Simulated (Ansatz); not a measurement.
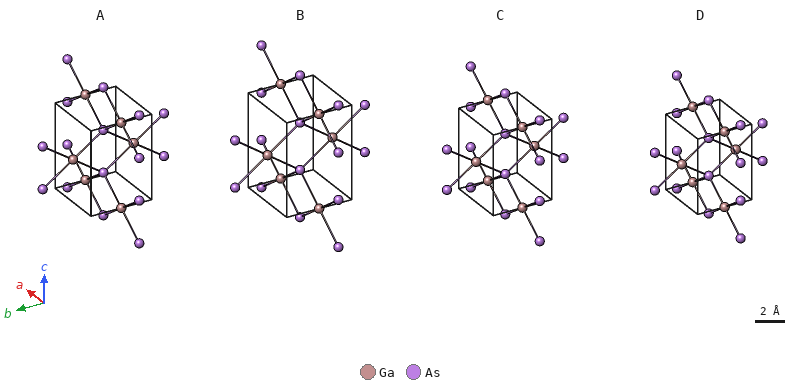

4 geometries from one relaxation of solid GaAs (a generated structure, set up in P4_2/mmc) (coarse preliminary run), in shuffled order. A ball-and-stick model of the cell of the calculation, seen from a free direction.

Computed with Ansatz, DFT PBE, scalar-relativistic, plane waves, PAW. Set-up: plane-wave cutoff 420 eV; k-point mesh 4 × 4 × 4; occupations gaussian; smearing width 0.1 eV; no spin polarisation; cell and atoms relaxed; force threshold 0.04 eV/Å; at most 70 steps.

Put them in the order of the run, from the start to the converged end.

B, A, C, D. They are steps 0, 2, 3, 7, at +700 meV per atom, +294 meV per atom, +120 meV per atom relative to the last. The atoms keep their places relative to the cell (all moves are under 0.005 Å). The volume changes by −44.9 %, with a = b 5.204 → 4.324 Å (−16.9 %), c 7.360 → 5.871 Å (−20.2 %). Near-neighbour distances that change, for instance: As–As 3.680 → 2.935 Å, As–Ga 3.187 → 2.613 Å. The space group stays P4_2/mmc (No. 131). The energy falls by 700 meV per atom in 6 accepted moves (7 points after the start). All forces vanish by symmetry, so only the cell relaxes. Pressure: −5.76 GPa at the start and 0.06 GPa at the end. The SCF was repeated once at an unchanged geometry on a basis and grid sized afresh for the cell, which shifted the energy by 1.2 meV per atom at most. The run took 62 s on 1 thread of Intel(R) Xeon(R) Platinum 8488C (Sapphire Rapids), with other jobs on the host, peak memory 0.49 GiB.
